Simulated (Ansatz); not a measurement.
**Al3GaN4: density, localisation and related maps**

The calculation's input:

```
crystal:
  lattice:
    - [5.0380821985, 0.0, 6.09633e-05]
    - [0.0, 3.1249488273, 0.0]
    - [-0.0032907418, 0.0, 5.4103929818]
  atoms:
    - { symbol: Al, position: [0.5002216625, 0.5, 0.1672550745] }
    - { symbol: Al, position: [0.0006683705, 0.5, 0.8349019374] }
    - { symbol: Al, position: [0.0010043255, 0.0, 0.3316444641] }
    - { symbol: Ga, position: [0.4889682598, 0.0169708407, 0.6662045826] }
    - { symbol: "N", position: [0.1107069781, 0.0, 0.6663170124] }
    - { symbol: "N", position: [0.12267559, 0.5, 0.1671322918] }
    - { symbol: "N", position: [0.6254135993, 0.5, 0.8406810063] }
    - { symbol: "N", position: [0.6234137866, 0.0, 0.3258647496] }
basis:
  ecutwfc: 500
kpoints:
  mp_grid: { grid: [6, 8, 4] }
hamiltonian:
  xc: r2scan
scf:
  occupations: { method: gaussian, width: 0.05 }
output:
  forces: true
  stress: true
  eigenvalues: true
  write_density: true
  write_potential: true
  elf: true
  volumetric_format: npy
```

Launched as:

```sh
ansatz run input.yaml --threads 2 --pin off --max-ram 5120MiB --backend cpu --events-out ev --progress --plain --runs-dir out
```

Below, planes, directions and counts refer to the conventional cell (a = 3.12 Å, b = 5.04 Å, c = 5.41 Å, α = 90.03°, β = 90.00°, γ = 90.00°).

Space group P1; a structure from a database of computed crystals, not necessarily the ambient phase; changed on purpose from its base cell (all Ga atoms moved -0.075 Å, as atom 4 along Cartesian [1 -1 0]); not relaxed (largest force 1.2 eV/Å).

Computed with DFT r2SCAN, scalar-relativistic, plane waves, PAW in Ansatz.

The density is the valence pseudo-density of a PAW calculation; it isn't the true density close to the nuclei.

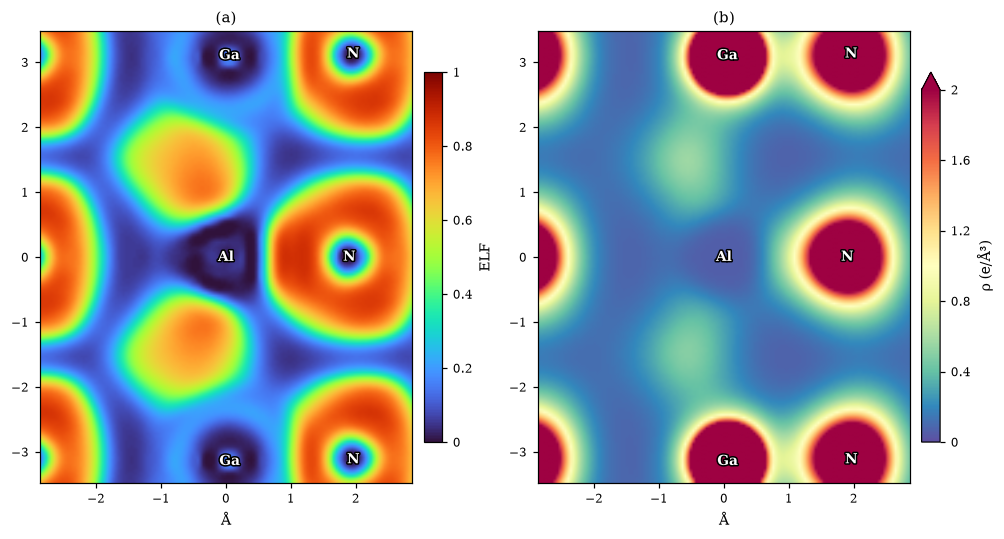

Figure 1. (a) electron localisation function; (b) valence pseudo-density on the (101̄) plane of the conventional cell.

### What do the fields say about this system?

Atoms in the plane: Al, Ga and N. Atoms just off the plane (Al, 0.9 Å away and N, 0.9 Å away) can leave unmarked features too. Al–N (1.90 Å): ρ is about 0.68 e/Å³ halfway; the ELF peaks at about 0.90 in the valence shell of N, 0.7 Å from its nucleus, and is about 0.90 at the midpoint. Ga–N (1.91 Å): ρ at the midpoint is about 0.83 e/Å³; the ELF peaks at about 0.85 in the valence shell of N, 0.6 Å from its nucleus, and is about 0.50 at the midpoint. Between the atoms the lowest density in this plane is 0.07 e/Å³.

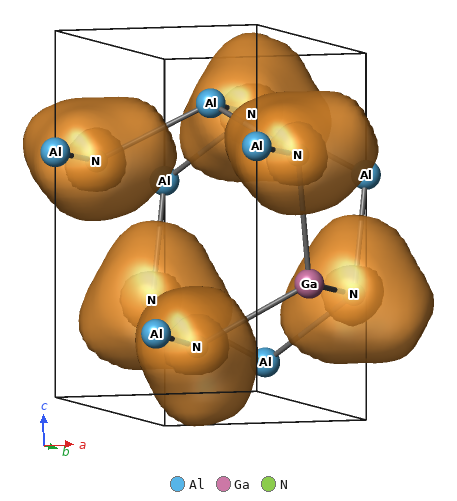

Figure 2. Isosurface of the ELF at 0.7 (orange), seen at an oblique angle. Core shells and regions of very low density are left out. Sticks mark near contacts.

### Where are the electrons localised?

The surface consists of four regions on N in which the atom's valence shell and bonds are merged, counted in one cell of 8 atoms. Any copies at cell faces, edges or corners count once. Profiles from the grid: Al–N (1.88 Å): the ELF peaks at about 0.90 between the atoms, as expected for a shared but strongly polarised pair.

### Metal or insulator at this level of theory?

It is gapped, with a Kohn–Sham gap of 4.1 eV on the k-point mesh (the band edges may lie off the mesh, which would make the gap smaller).
